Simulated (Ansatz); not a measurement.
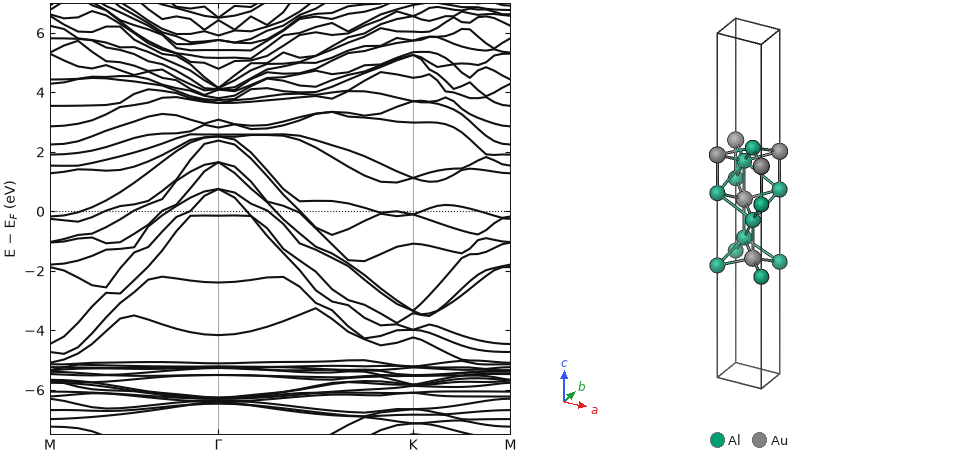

Band structure, beside the structure. Energies are counted from the Fermi level.

The Ansatz input:

```
crystal:
  lattice:
    - [4.2856189452, 0.0, 0.0]
    - [-2.1428094726, 3.7114548774, 0.0]
    - [0.0, 0.0, 23.7479830397]
  atoms:
    - { symbol: Al, position: [0.0, 0.0, 0.3253514983] }
    - { symbol: Au, position: [0.6666666667, 0.3333333333, 0.3536953338] }
    - { symbol: Al, position: [0.3333333333, 0.6666666667, 0.3885059884] }
    - { symbol: Al, position: [0.6666666667, 0.3333333333, 0.4647299777] }
    - { symbol: Au, position: [0.3333333333, 0.6666666667, 0.4999999993] }
    - { symbol: Al, position: [0.0, 0.0, 0.5352700209] }
    - { symbol: Al, position: [0.3333333333, 0.6666666667, 0.6114940103] }
    - { symbol: Au, position: [0.0, 0.0, 0.6463046681] }
    - { symbol: Al, position: [0.6666666667, 0.3333333333, 0.6746485032] }
basis:
  ecutwfc: 420
kpoints:
  mp_grid: { grid: [9, 9, 1] }
  band_path:
    path:
      - [0.5, 0, 0]
      - [0, 0, 0]
      - [0.3333333333333, 0.3333333333333, 0]
      - [0.5, 0, 0]
    npoints: 12
hamiltonian:
  xc: pbe
scf:
  occupations: { method: gaussian, width: 0.1 }
  n_extra_bands: 24
output:
  forces: true
  stress: true
  eigenvalues: true
  populations: true
  fatbands: true
  write_density: true
  write_potential: true
  elf: true
  volumetric_format: npy
efield:
  axis: 3
  dipole_correction: true
  ramp_width: 0.04
```

Launched with:
```bash
ansatz run input.yaml --threads 2 --pin off --max-ram 4096MiB --backend cpu --events-out ev --progress --plain --runs-dir out
```

> Does this material conduct, going by its bands?

A metal: 6 bands cross the Fermi level along this path.

> Which levels at M lie nearest to the Fermi level?

At M the nearest levels lie 0.17 eV below and 1.28 eV above the Fermi level.

> On which lines of the path do bands cross the Fermi level?

Bands cross the Fermi level on every line of the path.

Spin-orbit coupling is left out, which matters for Au.
